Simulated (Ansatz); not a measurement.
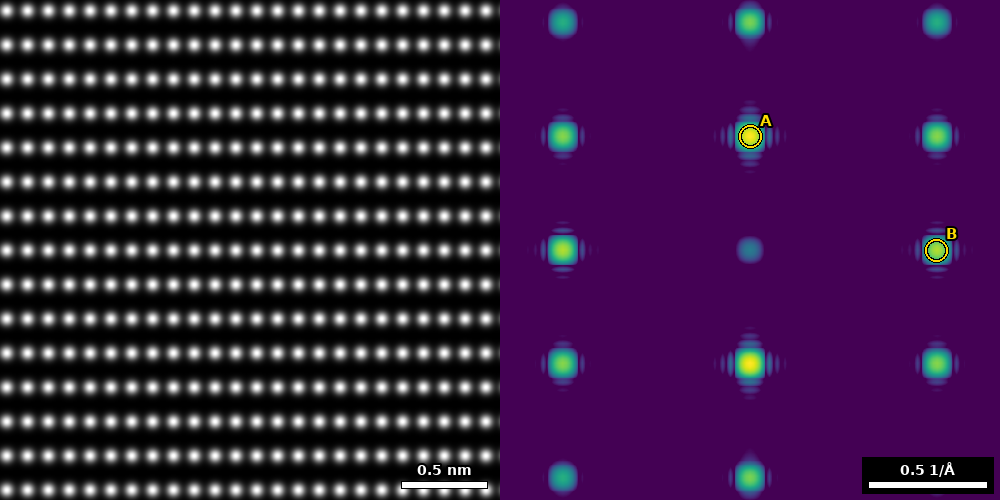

Z-contrast image of a crystal. The image is simulated as a sum over atoms of Z^1.8, blurred by a 0.65 Å probe (no channelling). The probe carries 25 % of its weight in a tail 2.5 times as wide.

The right panel is the modulus of the image's Fourier transform on a logarithmic scale.

Question: Which lattice spacings do the marked spots stand for, and what angle do A and B enclose?

Answer: A: 2.1 Å, B: 1.3 Å; A and B enclose about 90°.

The crystal is Ni (P6_3/mmc, No. 194) along [210]; the spots are (0 0 -2) and (1 -2 0). Structure: coordinates from a relaxation with DFT, revPBE, plane waves (420 eV) with PAW, scalar-relativistic (Ansatz 0.2.0); the starting structure was generated, so it need not be a known form of this composition.
